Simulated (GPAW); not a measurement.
# CsSnBr3: optical spectrum from first principles, part 2 of 2

Aim: the dielectric function of CsSnBr3, and the optical constants that follow from it.

GPAW 26.7.0; DFT, PBE, plane-wave PAW (GPAW data sets), scalar-relativistic, RPA, optical limit.

So far. Step 2 (Ground state): There is a gap, 0.48 eV on this mesh (points off the mesh can give less), so no carriers' term is needed.

### 4. Dielectric function, RPA

Transitions between filled and empty bands, summed over the zone, give the optical response, so mesh, band count and broadening shape it.

The induced potential is part of this response.

This step: DFT, PBE, plane-wave PAW (GPAW data sets), scalar-relativistic, RPA, optical limit (GPAW 26.7.0).

Contents of df.py:

```python
from gpaw.response.df import DielectricFunction

df = DielectricFunction('full.gpw', frequencies={'type': 'nonlinear', 'domega0': 0.03, 'omega2': 8},
                        ecut=50,
                        eta=0.1,
                        nbands=85,
                        txt='df.txt')
for direction in ['x']:
    df.get_dielectric_function(xc='RPA', direction=direction, filename=f'df_{direction}.csv')
```

On the command line:

```bash
OMP_NUM_THREADS=1 python df.py
```

Numbers of over 12 decimals in the logs are rounded to 6 here.

Output:

```text
Using integrator: PointIntegrator
NonLinearFrequencyDescriptor(from 0.000 to 46.548 eV, 456 points)
Nonperiodic BCs:  [False False False]
Using integrator: PointIntegrator
NonLinearFrequencyDescriptor(from 0.000 to 46.548 eV, 456 points)
Nonperiodic BCs:  [False False False]

Calculating chi0 body with:
    Ground state adapter containing:
    Number of spins: 1
    Number of kpoints: 216
    Number of irreducible kpoints: 20
    Number of completely occupied states: 22
    Number of partially occupied states: 22

    Linear response parametrization:
    q_c: [0.0, 0.0, 0.0]
    Number of frequency points: 456
    Planewave cutoff: 50.0
    Number of bands: 85
    Number of planewaves: 171
    Broadening (eta): 0.1

Integrating chi0 body.

Symmetries of q_c:
    Direct symmetries (Uq -> q): 48
    Indirect symmetries (TUq -> q): 0
In total 48 allowed symmetries.

20 groups of equivalent kpoints. 90.740741% reduction.

Integral kind: spectral function

Calculating chi0 optical extensions with:
    Ground state adapter containing:
    Number of spins: 1
    Number of kpoints: 216
    Number of irreducible kpoints: 20
    Number of completely occupied states: 22
    Number of partially occupied states: 22

    Linear response parametrization:
    Number of frequency points: 456
    Planewave cutoff: 50.0
    Number of bands: 85
    Number of planewaves: 171
    Broadening (eta): 0.1
Integrating chi0 head and wings.

Symmetries of q_c:
    Direct symmetries (Uq -> q): 48
    Indirect symmetries (TUq -> q): 0
In total 48 allowed symmetries.

20 groups of equivalent kpoints. 90.740741% reduction.

Integral kind: spectral function wings
```

Elapsed: 30 s, on 1 thread of Arm Neoverse V2, shared host; peak memory 0.91 GiB.

Read-outs, printed or worked out from the files:

| Property | Result |
| --- | --- |
| electronic dielectric constant ε∞, mean over x, y and z (by symmetry where fewer were run) | 11.90 |

Some rows of df_x.csv (energy; Re and Im without local fields; Re and Im with them):

```text
0.000000, 12.917679, -0.000000, 11.904163, -0.000000
0.555532, 4.032647, 8.572428, 3.422964, 8.363079
1.143969, 11.410590, 6.048116, 10.329584, 5.321085
1.768324, 9.452311, 8.880396, 8.868943, 7.603741
2.431988, 3.669725, 9.288563, 3.855767, 8.590672
3.138794, 2.742017, 4.742413, 2.373335, 4.358614
3.893091, 2.842711, 3.308799, 2.191717, 3.033029
4.699832, 1.429366, 3.634198, 0.976249, 3.404563
5.564682, 2.306153, 2.006248, 1.609730, 1.683858
6.494155, 2.094193, 2.399623, 1.252591, 1.786985
7.495775, 0.927938, 3.302267, 0.903179, 2.416080
8.578281, 1.036616, 2.106979, 0.777836, 1.555823
9.751884, 1.012673, 2.688577, 1.054497, 1.705553
11.028587, 0.649807, 1.738260, 0.516808, 1.088259
12.422601, 0.940583, 1.384602, 0.798870, 1.180659
13.950874, 0.103438, 2.521332, 0.745260, 1.103694
15.633783, -0.287150, 0.872508, 0.364641, 0.977959
17.496047, -0.089637, 0.579672, 0.487601, 0.850587
19.567954, 0.210879, 0.461888, 0.598731, 0.517403
```

The Im ε, E ∥ x has structure finer than the step of the table below, so its rows give means over 1 eV, whole bins alone (the curve runs from 0 to 19.9 eV). Peaks (eV: height): 0.5: 11.7, 1.2: 8.61, 1.8: 9.52, 2.4: 8.59, 3.3: 5.14, 4.5: 3.42.

Sum at mesh points, not converged in k; values under the direct gap are tails of Lorentzian lines. Im ε, E ∥ x against photon energy; means over each step:

| photon energy (eV) | Im ε, E ∥ x |
| --- | --- |
| 1 | 4.10 |
| 2 | 5.44 |
| 3 | 4.12 |
| 4 | 2.80 |
| 5 | 2.34 |
| 6 | 1.92 |
| 7 | 2.07 |
| 8 | 1.96 |
| 9 | 1.43 |
| 10 | 1.81 |
| 11 | 1.24 |
| 12 | 1.22 |
| 13 | 1.13 |
| 14 | 1.13 |
| 15 | 1.17 |
| 16 | 0.889 |
| 17 | 0.847 |
| 18 | 0.706 |
| 19 | 0.482 |

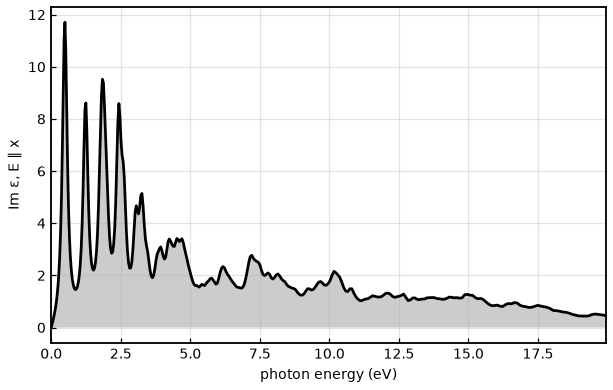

Im ε, E ∥ x, plotted against photon energy.

The reflectivity at normal incidence, E ∥ x has structure finer than the step of the table below, so its rows give means over 1 eV, whole bins alone (the curve runs from 0 to 19.9 eV). Peaks (eV: height): 0.5: 39.1, 1.2: 33.6, 1.9: 35.4, 2.5: 34.2, 3.3: 27.5, 4.7: 20.9, 7.5: 15.1.

Sum at mesh points, not converged in k. Table of reflectivity at normal incidence, E ∥ x by photon energy; means over each step:

| photon energy (eV) | reflectivity at normal incidence, E ∥ x (%) |
| --- | --- |
| 1 | 24.4 |
| 2 | 26.9 |
| 3 | 22.9 |
| 4 | 15.0 |
| 5 | 14.5 |
| 6 | 10.2 |
| 7 | 11.2 |
| 8 | 12.3 |
| 9 | 7.99 |
| 10 | 11.2 |
| 11 | 9.00 |
| 12 | 7.16 |
| 13 | 6.84 |
| 14 | 6.78 |
| 15 | 8.51 |
| 16 | 7.49 |
| 17 | 7.14 |
| 18 | 7.48 |
| 19 | 4.57 |

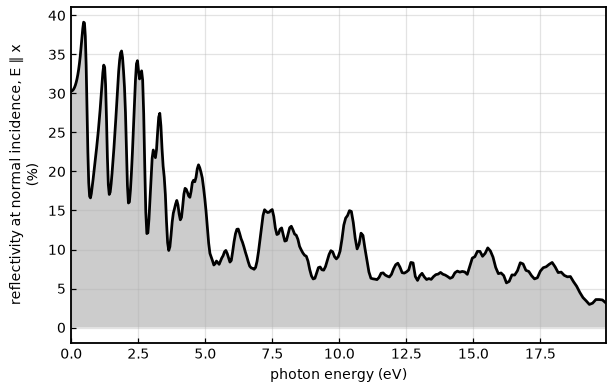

Reflectivity at normal incidence, E ∥ x against photon energy.

The loss function −Im 1/ε at q → 0, E ∥ x has structure finer than the step of the table below, so its rows give means over 1 eV, whole bins alone (the curve runs from 0 to 19.9 eV). Peaks (eV: height): 2.8: 0.340, 3.6: 0.386, 5.1: 0.497, 8.8: 0.540, 11.0: 0.750, 15.7: 0.943, 18.6: 1.17.

Sum at mesh points, not converged in k; values under the direct gap are tails of Lorentzian lines. Table of loss function −Im 1/ε at q → 0, E ∥ x by energy loss; means over each step:

| energy loss (eV) | loss function −Im 1/ε at q → 0, E ∥ x |
| --- | --- |
| 1 | 0.0727 |
| 2 | 0.0967 |
| 3 | 0.214 |
| 4 | 0.246 |
| 5 | 0.369 |
| 6 | 0.314 |
| 7 | 0.295 |
| 8 | 0.427 |
| 9 | 0.463 |
| 10 | 0.423 |
| 11 | 0.639 |
| 12 | 0.565 |
| 13 | 0.609 |
| 14 | 0.607 |
| 15 | 0.673 |
| 16 | 0.852 |
| 17 | 0.881 |
| 18 | 1.07 |
| 19 | 0.977 |

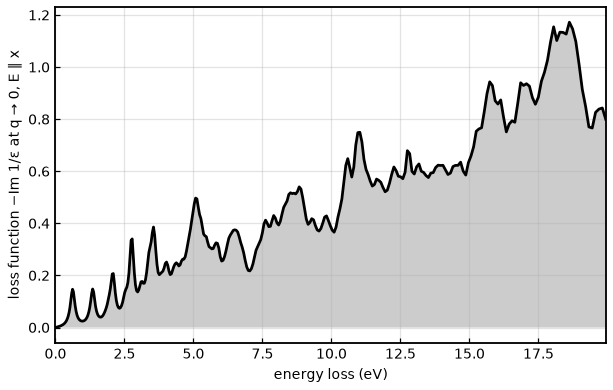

Loss function −Im 1/ε at q → 0, E ∥ x, plotted against energy loss.

The Im ε, E ∥ x has structure finer than the step of the table below, so its rows give means over 1 eV, whole bins alone (the curve runs from 0 to 19.9 eV). Peaks (eV: height): without local fields 0.5: 12.2, 1.2: 9.23, 1.8: 10.4, 2.4: 9.29, 3.2: 5.43, 4.2: 3.87, 7.2: 4.24; with local fields 0.5: 11.7, 1.2: 8.61, 1.8: 9.52, 2.4: 8.59, 3.3: 5.14, 4.5: 3.42.

Sum at mesh points, not converged in k; values under the direct gap are tails of Lorentzian lines. Im ε, E ∥ x against photon energy; means over each step:

| photon energy (eV) | without local fields | with local fields |
| --- | --- | --- |
| 1 | 4.38 | 4.10 |
| 2 | 5.95 | 5.44 |
| 3 | 4.24 | 4.12 |
| 4 | 3.05 | 2.80 |
| 5 | 2.59 | 2.34 |
| 6 | 2.33 | 1.92 |
| 7 | 3.09 | 2.07 |
| 8 | 2.68 | 1.96 |
| 9 | 2.25 | 1.43 |
| 10 | 2.70 | 1.81 |
| 11 | 1.86 | 1.24 |
| 12 | 1.54 | 1.22 |
| 13 | 1.98 | 1.13 |
| 14 | 2.67 | 1.13 |
| 15 | 1.25 | 1.17 |
| 16 | 0.862 | 0.889 |
| 17 | 0.716 | 0.847 |
| 18 | 0.494 | 0.706 |
| 19 | 0.431 | 0.482 |

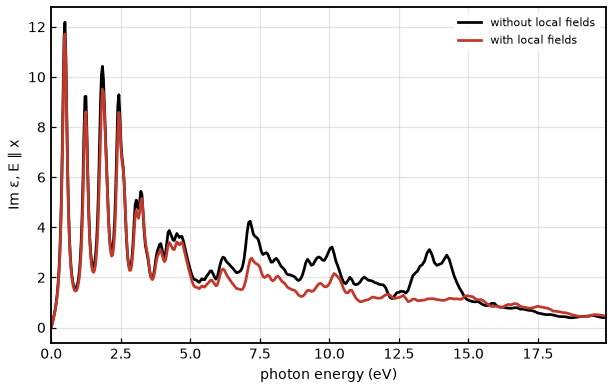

Im ε, E ∥ x against photon energy.

From ε follow the optical constants at some laser and lamp lines:

| wavelength (nm) | n | k | R (%) | 1/α |
| --- | --- | --- | --- | --- |
| 1550 | 2.46 | 0.327 | 18.6 | 377 nm |
| 1064 | 3.31 | 0.962 | 32.1 | 88 nm |
| 633 | 2.15 | 1.669 | 32.3 | 30 nm |
| 450 | 1.33 | 1.043 | 18.5 | 34 nm |
| 405 | 2.01 | 1.160 | 22.7 | 28 nm |
| 248 | 1.14 | 0.918 | 15.9 | 21 nm |
| 193 | 1.32 | 0.719 | 10.5 | 21 nm |

Below the direct gap, k and the depth come from the tails of the Lorentzian lines, not from transitions.

Rows near the edge hang on the gap, which this functional as a rule makes too small, and phonon-assisted absorption is left out.

### 5. Outcome

```json
{"electronic dielectric constant ε∞, mean over x, y and z (by symmetry where fewer were run) (RPA)": "11.9"}
```

What this shows: At this level (PBE, RPA) CsSnBr3 has ε∞ = 11.9 and n = 2.46 at 1550 nm. On the mesh the gap is 0.48 eV and the least direct gap 0.48 eV. Local fields change the static value along x from 12.92 to 11.90 (-8 %). Excitons and phonon-assisted transitions are missing; PBE gaps are as a rule too small, which pulls the onset down and ε∞ up. Spin-orbit coupling is left out although heavy atoms are present. The sum runs over mesh points 0.18 Å⁻¹ apart with no interpolation, so peaks are partly noise of the mesh; over so small a direct gap single mesh points weigh heavily, so ε∞, n and their changes from run to run can be far off.

[Machine, clock and banner lines and Python warnings are left out of the logs.]

[Logs are printed without paths, hosts, clocks, repeated set-up lines and the standing remarks that a program may print on its own settings, such as how far it seeks lower states.]

[Hosts, paths, dates, database ids (printed as entryN), source tags and the programs' standing remarks are cut or masked in the printed files.]
